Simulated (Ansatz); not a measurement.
Single-point calculation of GaAs (part 2 of 2)

Continued. System: GaAs (slab, 16 atoms in the cell). Method: DFT PBE, scalar-relativistic, plane waves, PAW, no spin polarisation (Ansatz 0.2.0); cutoff 420 eV, 2×2×1 k-mesh, Gaussian smearing of 0.05 eV. The structure derives from an entry of the Crystallography Open Database. It belongs to a series of runs on one base structure; here: the slab at its places in the relaxed adsorbed structure.

Geometry of the input (Å; fractional positions):
```
8.1252  0.0000  0.0000
-4.0626  7.0366  0.0000
0.0000  0.0000  25.5284
As 0.5000  0.0000  0.3134
As 0.5000  0.5000  0.3134
As 0.0000  0.0000  0.3134
As -0.0000  0.5000  0.3134
Ga 0.1667  0.8333  0.3459
Ga 0.1667  0.3333  0.3459
Ga 0.6667  0.8333  0.3459
Ga 0.6667  0.3333  0.3459
As 0.6682  0.8342  0.4504
As 0.6667  0.3333  0.4521
As 0.1661  0.8342  0.4504
As 0.1660  0.3320  0.4504
Ga 0.3335  0.6668  0.4743
Ga 0.3330  0.1666  0.4789
Ga 0.8337  0.6672  0.4789
Ga 0.8336  0.1666  0.4790
```

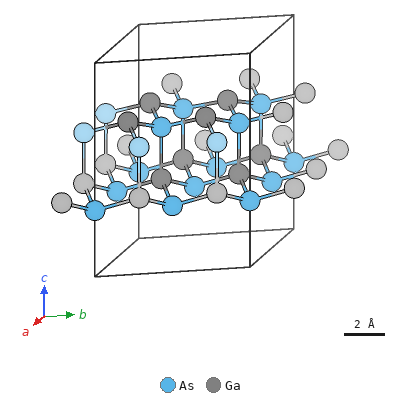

Figure 1. The input geometry (ball-and-stick view of the cell of the calculation, with the vacuum cut short, seen slightly off an axis; neighbours outside the cell are drawn fainter). An atom can appear more than once, as a periodic image.

## Output, continued
```
  k-point 1: bands = ["-37.1271", "-37.1267", "-37.1267", "-37.1168", "-37.1166", "-37.1165", "-37.1161", "-37.1159", "-37.1158", "-37.1130", "-37.1050", "-37.1046", "-37.1045", "-37.1024", "-37.1023", "-37.1023", "-37.1018", "-37.1017", "-37.0887", "-37.0887", "-35.7694", "-35.7690", "-35.7688", "-35.7685", "-35.7680", "-35.7680", "-35.7669", "-35.7666", "-35.7665", "-35.7625", "-35.7622", "-35.7621", "-35.7617", "-35.7613", "-35.7612", "-35.7453", "-35.7452", "-35.7416", "-35.7382", "-35.7381", "-16.8914", "-16.8695", "-16.8686", "-16.8593", "-16.8263", "-16.8231", "-16.8196", "-16.8069", "-16.8062", "-16.7998", "-16.7936", "-16.7913", "-16.7563", "-16.7553", "-16.7318", "-16.7285", "-16.7168", "-16.7052", "-16.7032", "-16.6964", "-15.6613", "-15.6593", "-15.6467", "-15.6450", "-15.6225", "-15.6213", "-15.6045", "-15.6040", "-15.5893", "-15.5891", "-15.5855", "-15.5855", "-15.5279", "-15.5278", "-15.5263", "-15.5253", "-15.5055", "-15.5051", "-15.4975", "-15.4969", "-13.1924", "-13.1712", "-12.4190", "-12.4047", "-11.5738", "-11.5649", "-10.8249", "-10.8168", "-8.0395", "-8.0215", "-6.8129", "-6.7859", "-6.7786", "-6.7368", "-5.6130", "-5.5722", "-5.0995", "-5.0674", "-4.0421", "-4.0336", "-3.8110", "-3.8065", "-3.6284", "-3.6263", "-3.4817", "-3.4441", "-2.2494", "-2.2094", "-1.8768", "-1.8685", "-1.6329", "-1.6193", "-0.9410", "-0.8512", "-0.4950", "-0.3960", "0.4617", "0.5012", "1.6188", "1.6253", "1.6507", "1.6956", "2.4908", "2.5641", "2.5757", "2.6137", "2.9924", "3.0430", "3.0820", "3.1856", "3.5142", "3.5238", "3.5253", "3.5739", "3.8076"]
  k-point 2: bands = ["-37.1270", "-37.1269", "-37.1266", "-37.1168", "-37.1167", "-37.1165", "-37.1160", "-37.1160", "-37.1157", "-37.1130", "-37.1049", "-37.1048", "-37.1044", "-37.1023", "-37.1023", "-37.1023", "-37.1020", "-37.1016", "-37.0887", "-37.0887", "-35.7693", "-35.7691", "-35.7688", "-35.7684", "-35.7682", "-35.7679", "-35.7668", "-35.7668", "-35.7665", "-35.7625", "-35.7624", "-35.7621", "-35.7616", "-35.7615", "-35.7611", "-35.7452", "-35.7452", "-35.7416", "-35.7382", "-35.7381", "-16.8914", "-16.8697", "-16.8686", "-16.8592", "-16.8260", "-16.8232", "-16.8199", "-16.8071", "-16.8062", "-16.7995", "-16.7935", "-16.7915", "-16.7563", "-16.7553", "-16.7318", "-16.7288", "-16.7164", "-16.7055", "-16.7030", "-16.6965", "-15.6612", "-15.6594", "-15.6467", "-15.6451", "-15.6224", "-15.6213", "-15.6045", "-15.6041", "-15.5893", "-15.5891", "-15.5855", "-15.5855", "-15.5279", "-15.5278", "-15.5263", "-15.5254", "-15.5055", "-15.5052", "-15.4975", "-15.4969", "-13.1920", "-13.1715", "-12.4190", "-12.4051", "-11.5737", "-11.5650", "-10.8248", "-10.8169", "-8.0384", "-8.0206", "-6.8131", "-6.7858", "-6.7784", "-6.7384", "-5.6126", "-5.5731", "-5.0996", "-5.0687", "-4.0419", "-4.0338", "-3.8114", "-3.8068", "-3.6284", "-3.6263", "-3.4802", "-3.4436", "-2.2485", "-2.2101", "-1.8766", "-1.8686", "-1.6325", "-1.6192", "-0.9386", "-0.8530", "-0.4941", "-0.3969", "0.4630", "0.5016", "1.6190", "1.6253", "1.6499", "1.6932", "2.4919", "2.5636", "2.5776", "2.6151", "2.9936", "3.0428", "3.0842", "3.1837", "3.5144", "3.5235", "3.5249", "3.5727", "3.8088"]
  k-point 3: bands = ["-37.1270", "-37.1269", "-37.1266", "-37.1168", "-37.1167", "-37.1165", "-37.1160", "-37.1160", "-37.1157", "-37.1130", "-37.1049", "-37.1048", "-37.1044", "-37.1023", "-37.1023", "-37.1023", "-37.1020", "-37.1016", "-37.0887", "-37.0887", "-35.7693", "-35.7691", "-35.7688", "-35.7684", "-35.7682", "-35.7679", "-35.7668", "-35.7668", "-35.7665", "-35.7625", "-35.7624", "-35.7621", "-35.7616", "-35.7615", "-35.7611", "-35.7452", "-35.7452", "-35.7416", "-35.7382", "-35.7381", "-16.8914", "-16.8697", "-16.8686", "-16.8592", "-16.8260", "-16.8232", "-16.8199", "-16.8070", "-16.8062", "-16.7995", "-16.7935", "-16.7915", "-16.7563", "-16.7553", "-16.7318", "-16.7288", "-16.7164", "-16.7055", "-16.7030", "-16.6965", "-15.6611", "-15.6595", "-15.6467", "-15.6451", "-15.6224", "-15.6214", "-15.6045", "-15.6041", "-15.5893", "-15.5891", "-15.5856", "-15.5854", "-15.5279", "-15.5277", "-15.5262", "-15.5254", "-15.5054", "-15.5052", "-15.4975", "-15.4970", "-13.1920", "-13.1715", "-12.4187", "-12.4052", "-11.5737", "-11.5650", "-10.8249", "-10.8169", "-8.0392", "-8.0206", "-6.8129", "-6.7857", "-6.7781", "-6.7384", "-5.6122", "-5.5733", "-5.0990", "-5.0688", "-4.0417", "-4.0340", "-3.8112", "-3.8069", "-3.6285", "-3.6263", "-3.4808", "-3.4436", "-2.2482", "-2.2105", "-1.8766", "-1.8686", "-1.6326", "-1.6194", "-0.9383", "-0.8536", "-0.4938", "-0.3970", "0.4625", "0.5012", "1.6193", "1.6264", "1.6498", "1.6928", "2.4921", "2.5632", "2.5771", "2.6150", "2.9937", "3.0422", "3.0845", "3.1830", "3.5147", "3.5232", "3.5248", "3.5732", "3.8097"]
```

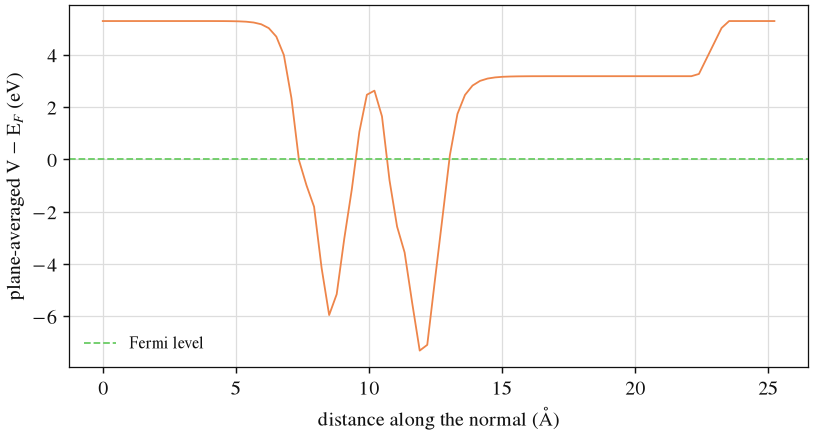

Figure 2. Plane average of the electrostatic potential energy of an electron across the cell, from the Fermi level. The vacuum level lies 3.18 eV above the Fermi level on the upper side and 5.29 eV on the lower.

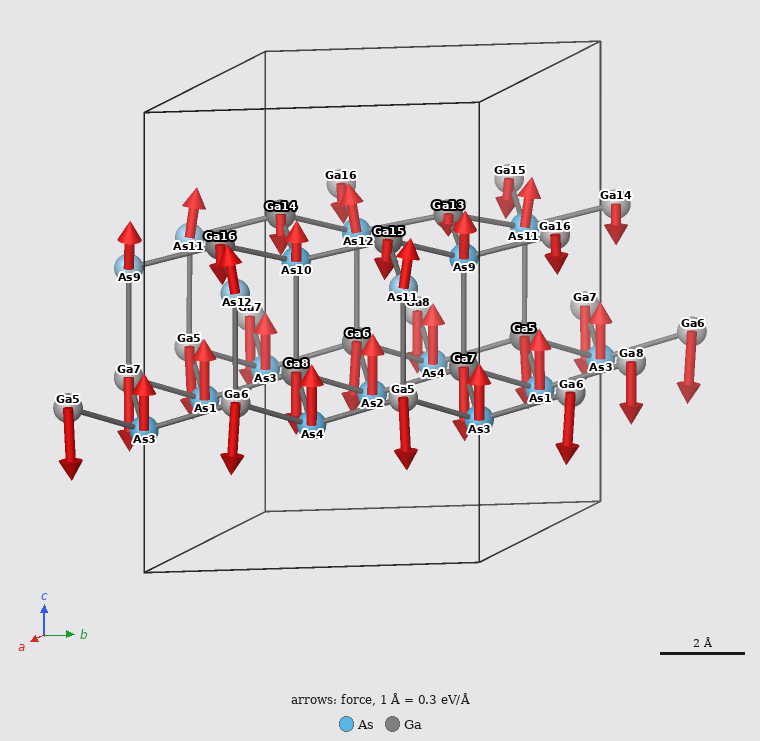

Figure 3. Forces on the atoms as red arrows (ball-and-stick view of the cell of the calculation, with the vacuum cut short, seen slightly off an axis; neighbours outside the cell are drawn fainter; atoms are numbered from 1 in the order of the input). The largest act on Ga5, Ga6, Ga7 (0.54 eV/Å); Ga8 (0.46 eV/Å); As1, As2, As4 (0.45 eV/Å); As3 (0.42 eV/Å), among others. The geometry is not a stationary point of this energy.

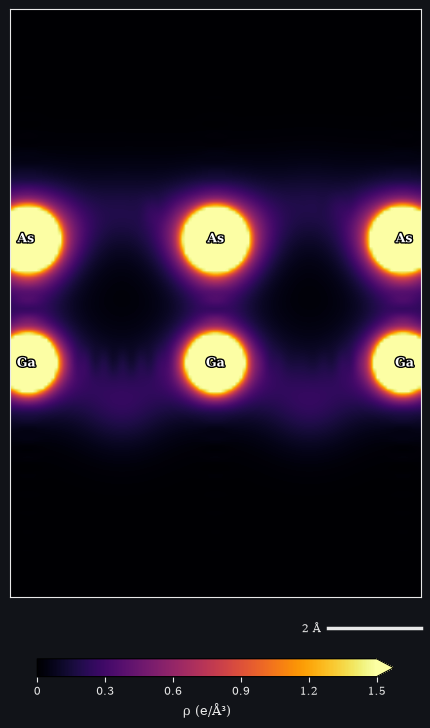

Figure 4. Valence electron density on the (100) plane of the calculation cell, a cut from vacuum to vacuum. Ga–As (2.67 Å): the density is about 0.35 e/Å³ at the midpoint, with its minimum of 0.26 e/Å³ about 1.2 Å from Ga. The density dies away to nearly zero in the vacuum. The fields are those of the smooth PAW valence density.

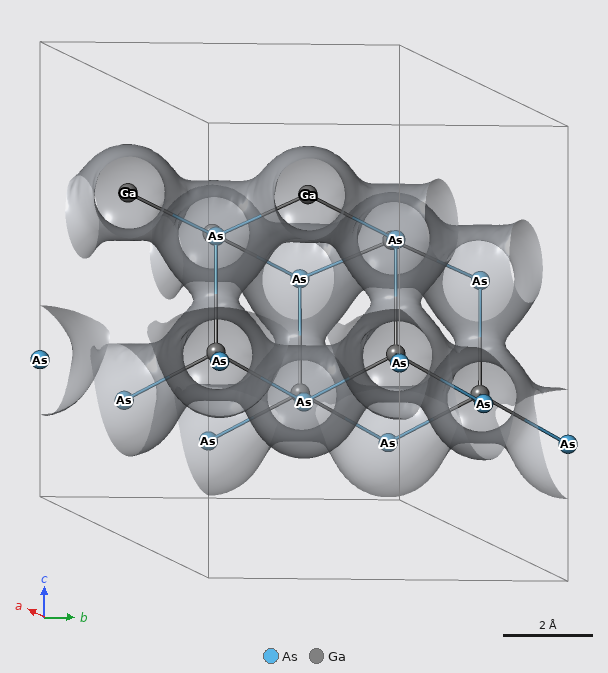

Figure 5. Isosurface of the valence charge density (pseudo) at 0.2 e/Å³ (grey), seen at an oblique angle. Sticks mark near contacts. At this value the density is joined into sheets; it holds about 90 % of the electrons treated as valence (semicore included). On the grid the lowest density along these lines, outside the cores, is 0.49 e/Å³ (Ga–As, 2.43 Å), 0.45 e/Å³ (Ga–As, 2.49 Å), 0.26 e/Å³ (Ga–As, 2.67 Å) and 0.24 e/Å³ (Ga–As, 2.71 Å).

## Summary

```tsv
quantity	value
outcome	converged
electrons treated	224
free energy	−69112.4615 eV
work function, top face	3.18 eV
work function, bottom face	5.29 eV
Fermi energy	−1.080 eV
gap on the k-point mesh	0.05 eV
work function (upper face)	3.18 eV
largest force (length of the vector)	0.540 eV/Å
wall time	11 s (CPU time 40 s)
peak memory	3.8 GiB
```
